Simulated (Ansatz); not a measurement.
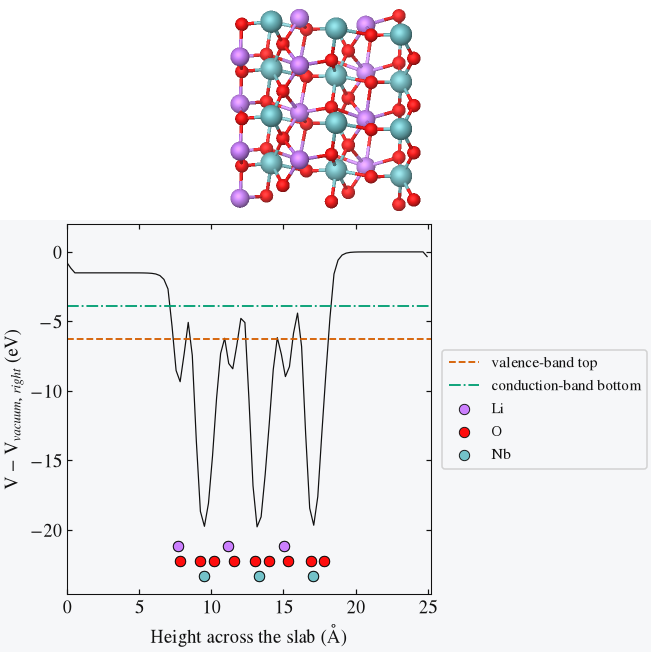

Plane-averaged electrostatic potential energy of an electron across the slab; circles at the bottom mark the heights of the atoms (positions after relaxation). The structure is drawn too. System: a (012) slab cut from LiNbO₃ (R3c), ended by O above and Li below, 30 atoms in the cell. Method: DFT PBEsol, scalar-relativistic, plane waves, PAW, no spin polarisation, 5×5×1 k mesh, 420 eV cutoff (Ansatz).

From the vacuum level at the right face the ionisation potential is 6.25 eV and the electron affinity 3.90 eV; at the left face they are 4.75 and 2.39 eV. The slab's gap, their difference before rounding, is 2.36 eV. The vacuum level is 1.51 eV higher at the right than at the left, so the slab carries a dipole along its normal; the ramp in the vacuum, at or near the edge of the plot, is the dipole correction that keeps each side flat. The outermost atoms are 10.1 Å apart, which leaves 15.1 Å of vacuum in a cell 25.2 Å high.
